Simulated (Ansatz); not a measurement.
The compound is LiF3 (space group P-6m2, No. 187), taken as the geometry relaxed with DFT PBE, scalar-relativistic, plane waves, PAW (Ansatz 0.2.0); the starting structure was generated, so it need not be a known form of this composition.

```
CELL_PARAMETERS angstrom
3.00160 0.00000 0.00000
-1.50080 2.59946 0.00000
0.00000 0.00000 7.04778
ATOMIC_POSITIONS crystal
Li 0.66667 0.33333 0.00000
F 0.66667 0.33333 0.50000
F 0.33333 0.66667 0.13838
F 0.33333 0.66667 0.86162
```

Describe the stacking along c, with columns A (0, 0), B (1/3, 2/3), C (2/3, 1/3) of the hexagonal mesh.

Li(C) – F(B) – F(C) – F(B) (four layers in 7.05 Å).

F layers alone: BCB, a sequence in which some neighbouring layers lie directly above each other.

Li: one trigonal-prismatic site, counted in one hexagonal cell. Two of the three gaps between F layers are empty, 2.55 Å wide.

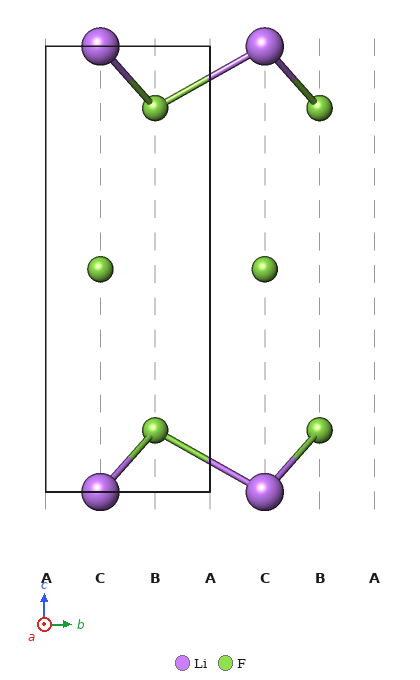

The picture looks along a close-packed row of the hexagonal mesh; c points upwards. The dashed lines mark the three columns A (0, 0), B (1/3, 2/3) and C (2/3, 1/3). The sequence starts with the first layer at or above the cell's origin.
